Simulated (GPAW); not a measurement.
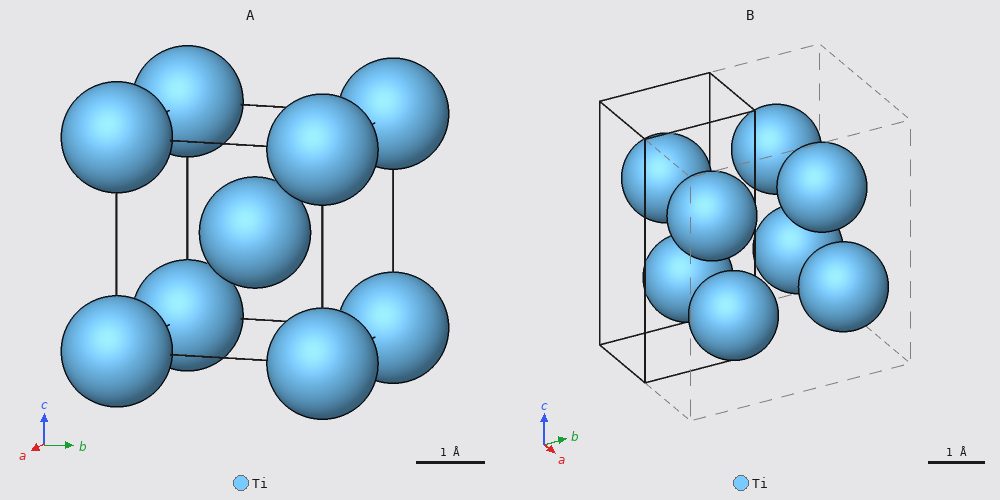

Two structures of Ti, each relaxed (cell and atoms) at zero pressure; conventional cells in solid outline, small ones repeated, each panel with its own scale. Alike in all runs: GPAW 26.7.0; functional PBEsol; potentials PAW data sets generated in the run's folder for this functional; cutoff 600 eV; occupations fermi-dirac, width 0.05 eV; no spin polarisation; no spin-orbit coupling. The k meshes have like spacings.

**Name the structure in each panel.**

A: body-centred cubic (W type), Im-3m; B: hexagonal close-packed (Mg type), P6₃/mmc.

**Which of these is lowest in energy, and how far above it do the others lie?**

B, then A (+115 meV/atom), static energies at zero smearing.

**Collect the results in a table.**

| panel | space group | E − E(lowest) (meV/atom) | volume (Å³/atom) |
| --- | --- | --- | --- |
| B | P6₃/mmc | 0 | 16.6 |
| A | Im-3m | 115 | 16.5 |

The starts are database entries or structure types tried for this composition, and the most stable form need not be among them.

Caveat: later steps reuse the first step's grids.
